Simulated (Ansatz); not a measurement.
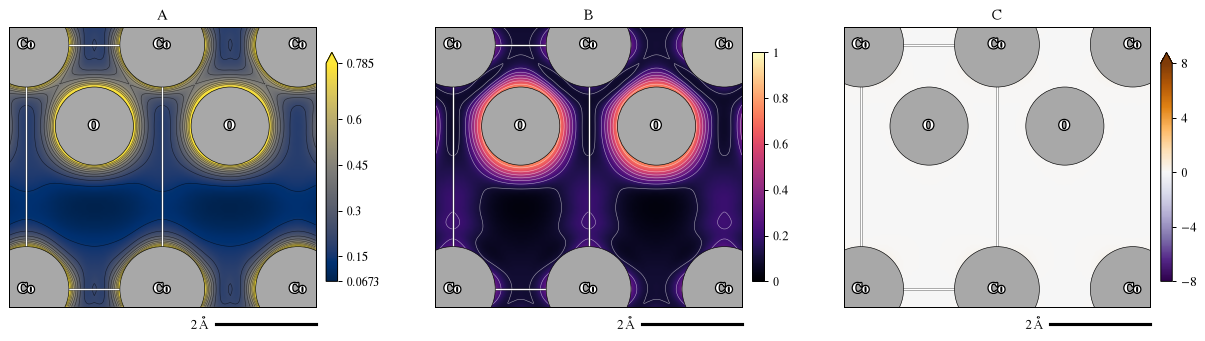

CoO: 3 fields on the (110) plane of the conventional cell, with unlabelled colour scales. Grey discs cover the atomic cores.

Space group P-6m2; a generated structure, not necessarily the stable one; computed pressure about −10 GPa in this cell; spin-polarised.

These are results of Kohn-Sham DFT of a periodic cell, PBEsol0, Ansatz PAW (Ansatz 0.2.0), not measurements.

### The panels show electron localisation function, spin density and valence pseudo-density in some order. Assign them.

Panel A: valence pseudo-density. Panel B: electron localisation function. Panel C: spin density (confined to the magnetic sites and close to zero elsewhere). From the grid: Co–O (2.13 Å): the density is about 0.43 e/Å³ at the midpoint; the ELF peaks at about 0.80 in the valence shell of O, 0.6 Å from its nucleus, and is about 0.15 at the midpoint (no shared electron pair shows on this line).
